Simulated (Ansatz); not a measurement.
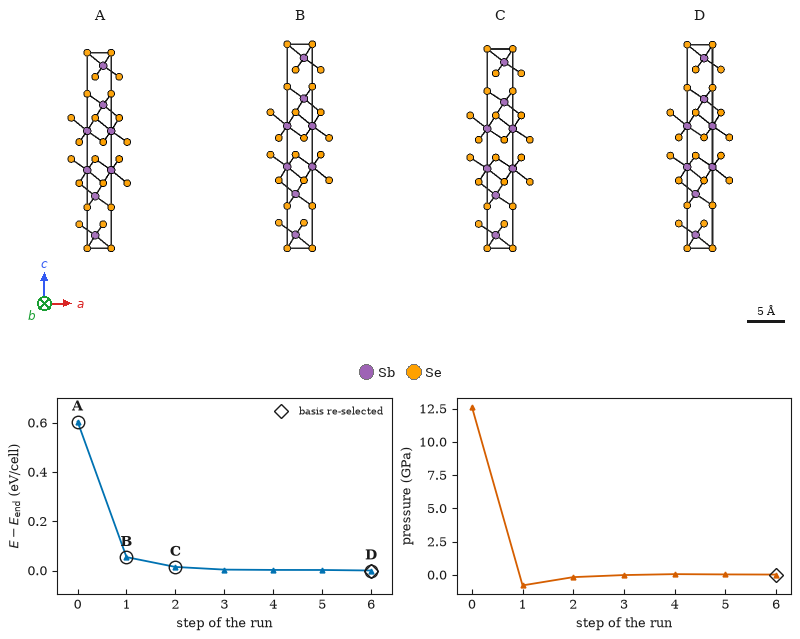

Frames of a relaxation of crystalline Sb2Se3 (built on the tetradymite type), marked on the history of the run. The picture is a ball-and-stick view of the conventional cell (3 times the calculation's cell), seen along the b axis. Lengths and directions refer to the drawn axes.

All numbers below come from Ansatz, DFT, PBE-D3(BJ), plane waves, PAW. Set-up: plane-wave cutoff 420 eV; k-point mesh 8 × 8 × 8; occupations fermi dirac; smearing width 0.02 eV; no spin polarisation; cell and atoms relaxed; force threshold 0.005 eV/Å.

### What happens along the run?

After 5 accepted moves (6 points after the start) the energy has fallen by 0.605 eV per cell of the calculation. The largest force component goes from 0.95 to 0.0043 eV/Å. The pressure goes from 12.64 to 0.02 GPa. The SCF was repeated once at an unchanged geometry on a basis and grid sized afresh for the cell, which shifted the energy by 2.1 meV per cell of the calculation at most. The largest moves relative to the cell, 0.035 Å, are those of Se atoms. Largest moves by element: Se 0.035 Å, Sb 0.007 Å. Cell: a = b 3.812 → 4.026 Å (+5.6 %), c 26.955 → 28.060 Å (+4.1 %). Volume +16.1 %. Near-neighbour distances that change, for instance: Sb–Se 2.841 → 2.979 Å, Sb–Se 2.679 → 2.800 Å. The space group stays R-3m (No. 166). From step 0 to 1: Se atoms move most (0.07 Å), volume +14.7 %, energy −0.550 eV per cell of the calculation. From step 1 to 2: Se atoms move most (0.09 Å), volume +1.3 %, energy −39.9 meV per cell of the calculation. From step 2 to 6: volume −0.2 %, energy −14.5 meV per cell of the calculation.
